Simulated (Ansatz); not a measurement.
Input

```
crystal:
  lattice:
    - [3.0099985031, -1.788662059, 0.1836766108]
    - [3.0099985031, 1.788662059, 0.1836766108]
    - [-1.1950650095, 0.0, 6.681698148]
  atoms:
    - { symbol: F, position: [0.9211024913, 0.5858463638, 0.0939992909] }
    - { symbol: F, position: [0.4141536362, 0.0788975087, 0.4060007091] }
    - { symbol: F, position: [0.0788975087, 0.4141536362, 0.9060007091] }
    - { symbol: F, position: [0.5858463638, 0.9211024913, 0.5939992909] }
basis:
  ecutwfc: 420
kpoints:
  mp_grid: { grid: [8, 8, 4] }
hamiltonian:
  xc: pbesol
scf:
  occupations: { method: gaussian, width: 0.02 }
output:
  forces: true
  stress: true
  eigenvalues: true
  write_density: true
  write_potential: true
  elf: true
  volumetric_format: npy
relax:
  adjacent_minimum: "off"
  f_tol: 0.005
  max_steps: 80
  cell: { stress_tol: 0.05 }
```

Run with:

```sh
ansatz run input.yaml --threads 1 --pin off --max-ram 2560MiB --backend cpu --events-out ev --progress --plain --runs-dir out
```

Below, planes, directions and counts refer to the conventional cell (a = 6.03 Å, b = 3.58 Å, c = 6.79 Å, α = 90.00°, β = 96.65°, γ = 90.00°).

Space group C2/c.

Theory: DFT PBEsol, scalar-relativistic, plane waves, PAW (Ansatz).

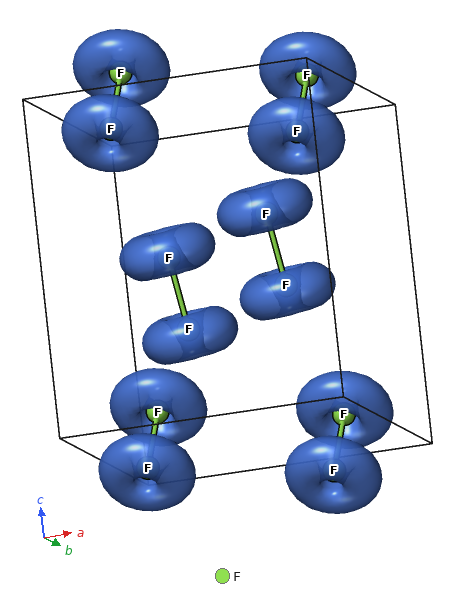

F. Isosurface of the ELF at 0.75 (blue), seen at an oblique angle. Core shells and regions of very low density are left out. Sticks mark near contacts.

What do the ELF domains correspond to?

Answer. The surface consists of eight regions wrapped around F (the valence shell of each), counted in one cell of 8 atoms. Regions shared between cells count once.

Values along the shortest contacts:
F–F (1.40 Å): the ELF peaks at about 0.60 between the atoms.

Metal or insulator at this level of theory?

Answer. It is gapped, with a Kohn–Sham gap of 3.2 eV on the k-point mesh (the band edges may lie off the mesh, which would make the gap smaller).
